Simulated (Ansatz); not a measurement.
# Calculations on AlN

## 1. Vibrations

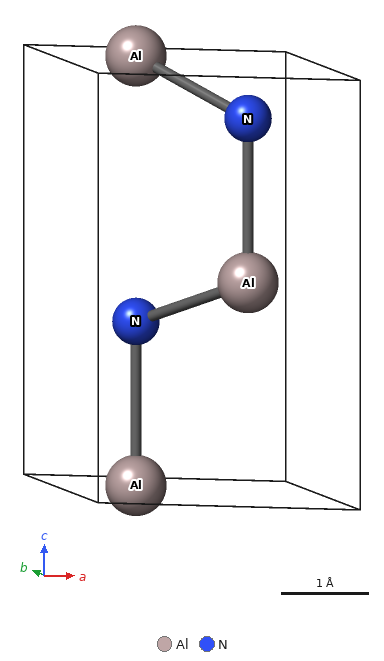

Phonons of solid AlN relaxed at 3 GPa, space group P6₃mc (No. 186), at the zone centre. Style: ball-and-stick. Shown: the cell of the calculation, slightly off an axis.

All numbers below come from DFT PBE, scalar-relativistic, plane waves, PAW (Ansatz 0.2.0). Set-up: plane-wave cutoff 420 eV; k-point mesh 12 × 12 × 6; occupations fixed; target pressure 3 GPa; no spin polarisation.

Frequencies are those without the non-analytic (LO–TO) term.

Which optical modes does it have, at what frequencies, and is it stable there?

The calculation's cell holds 4 atoms, so there are 9 optical modes, in 6 levels. The optical modes span 2E₂ + 2B₁ + A₁ + E₁. No level is unstable.

| level | symmetry | frequency (cm⁻¹) | activity |
| --- | --- | --- | --- |
| 1 | E₂ | 236 | Raman-active |
| 2 | B₁ | 543 | silent |
| 3 | A₁ | 606 | infrared- and Raman-active |
| 4 | E₂ | 651 | Raman-active |
| 5 | E₁ | 662 | infrared- and Raman-active |
| 6 | B₁ | 716 | silent |

The displacement patterns (one member of each degenerate set):

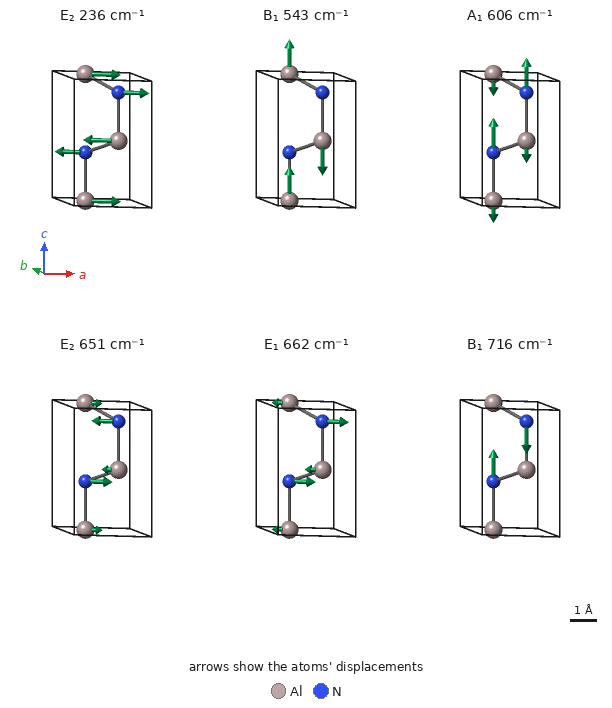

## 2. One mode

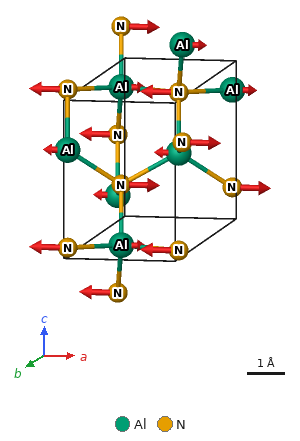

One vibrational mode of solid AlN relaxed at 15 GPa at the zone centre. The red arrows give the relative displacements of the atoms. The picture is a ball-and-stick view of the cell of the calculation, seen from a free direction.

These are results of DFT PBE, scalar-relativistic, plane waves, PAW (Ansatz), not measurements. Set-up: plane-wave cutoff 420 eV; k-point mesh 12 × 12 × 6; occupations fixed; target pressure 15 GPa; no spin polarisation.

Frequencies are those without the non-analytic (LO–TO) term.

Q: Give the symmetry, activity and frequency of this mode.

A: This is the E₂ mode (doubly degenerate; one member of the set is drawn) at 709 cm⁻¹, optical level 4 of 6, counted from below, Raman-active by symmetry. All motion is along a; atoms of one kind move against one another, with no net shift of any sublattice; it stretches the shortest Al–N bonds (1.86 Å); the kinetic energy is shared as N 70 %, Al 30 %.

## 3. Softest mode

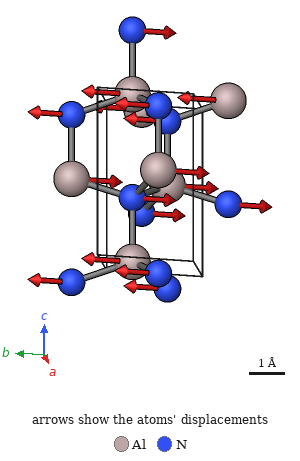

The lowest optical mode of a crystal of AlN relaxed at 8 GPa, space group P6₃mc (No. 186), at the zone centre. The red arrows give the relative displacements of the atoms. A ball-and-stick model of the cell of the calculation, seen from a free direction.

The calculation used DFT PBE, scalar-relativistic, plane waves, PAW in Ansatz. Settings: plane-wave cutoff 420 eV; k-point mesh 12 × 12 × 6; occupations fixed; target pressure 8 GPa; no spin polarisation.

Frequencies are those without the non-analytic (LO–TO) term.

Is this crystal at a minimum with respect to the drawn distortion?

Yes: this softest mode has a real frequency, and so have all others here. That speaks for this wave vector alone: the rest of the zone wasn't checked in this run. This is the E₂ mode (doubly degenerate; one member of the set is drawn) at 7.09 THz, the lowest optical level, Raman-active by symmetry. All motion is along b; atoms of one kind move against one another, with no net shift of any sublattice; it mainly bends the Al–N bonds; the kinetic energy is shared as Al 70 %, N 30 %.
